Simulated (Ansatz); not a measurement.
Mo (P6/mmm, No. 191): the end point of a relaxation with DFT r2SCAN, scalar-relativistic, plane waves, PAW (Ansatz); the starting structure was generated, so it need not be a known form of this composition.

```cif
data_structure
_symmetry_space_group_name_H-M 'P6/mmm'
_symmetry_Int_Tables_number 191
_cell_length_a 4.6580
_cell_length_b 4.6580
_cell_length_c 2.5430
_cell_angle_alpha 90.000
_cell_angle_beta 90.000
_cell_angle_gamma 120.000
_cell_volume 47.78
loop_
_atom_site_label
_atom_site_type_symbol
_atom_site_symmetry_multiplicity
_atom_site_Wyckoff_symbol
_atom_site_fract_x
_atom_site_fract_y
_atom_site_fract_z
_atom_site_occupancy
Mo1 Mo 1 a 0.00000 0.00000 0.00000 1
Mo2 Mo 2 d 0.33333 0.66667 0.50000 1
```

### What will a projected-potential map along [102] show? Computed as the sum of neutral-atom potentials (tabulated electron scattering factors, B = 0.5 Å²) projected along the beam and smoothed by 0.25 Å; brighter is more positive. The display is stretched by a gamma of 0.7; percentages refer to the linear signal.

The columns repeat on a rectangular net of 1.72 × 4.03 Å (plane group p2mm). All columns are alike (Mo). The shortest distance between visible columns is 1.34 Å in projection. Along the beam the structure repeats every 6.90 Å.

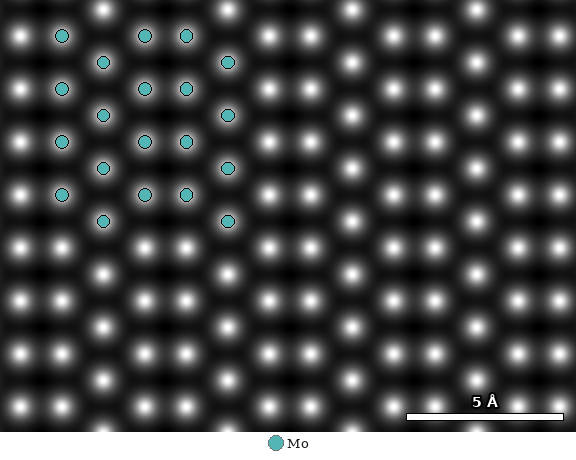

The simulated image, with the columns of the model marked in one corner.

### What mean inner potential do neutral atoms give for this crystal?

About 31 V (the sum of the forward scattering factors over the cell volume; bonding usually lowers the true value).
